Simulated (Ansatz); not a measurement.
System: GaSb3.

```
Ga Sb
1.0
     3.51743   -3.51743    0.00000
     3.51743    3.51743    0.00000
     0.00000    0.00000    7.42108
Ga Sb
2 6
Direct
  0.00000 0.00000 0.00000
  0.50000 0.50000 0.50000
  0.00000 0.50000 0.25000
  0.50000 0.00000 0.75000
  0.50000 0.00000 0.25000
  0.00000 0.50000 0.75000
  0.50000 0.50000 0.00000
  0.00000 0.00000 0.50000
```

Space group I4/mmm; a structure from a database of computed crystals, not necessarily the ambient phase; computed pressure about 4 GPa in this cell; PAW files of the earlier set (soft_1).

These are results of DFT PBEsol, scalar-relativistic, plane waves, PAW (Ansatz), not measurements.

**Predict the valence pseudo-density and electron localisation function between the atoms.**

Ga–Sb (3.10 Å): the density is about 0.19 e/Å³ at the midpoint; the ELF is about 0.40 at the midpoint.
Sb–Sb (3.10 Å): ρ is about 0.24 e/Å³ halfway; the ELF is about 0.45 at the midpoint.

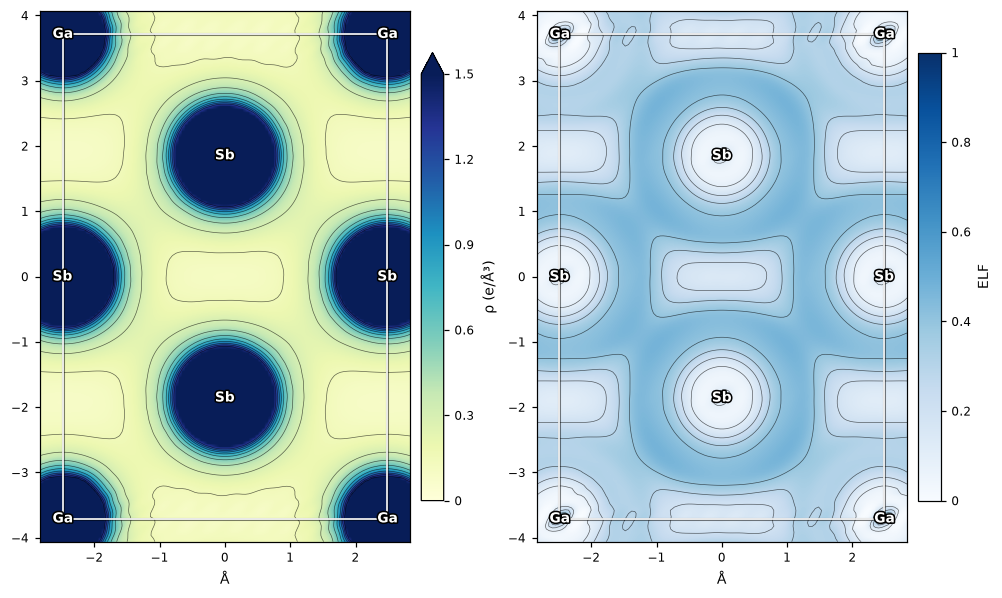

Computed valence pseudo-density and electron localisation function on the (100) plane of the conventional cell, in this order. 

In a PAW calculation such maps are meaningful between the atoms, not at the nuclei.
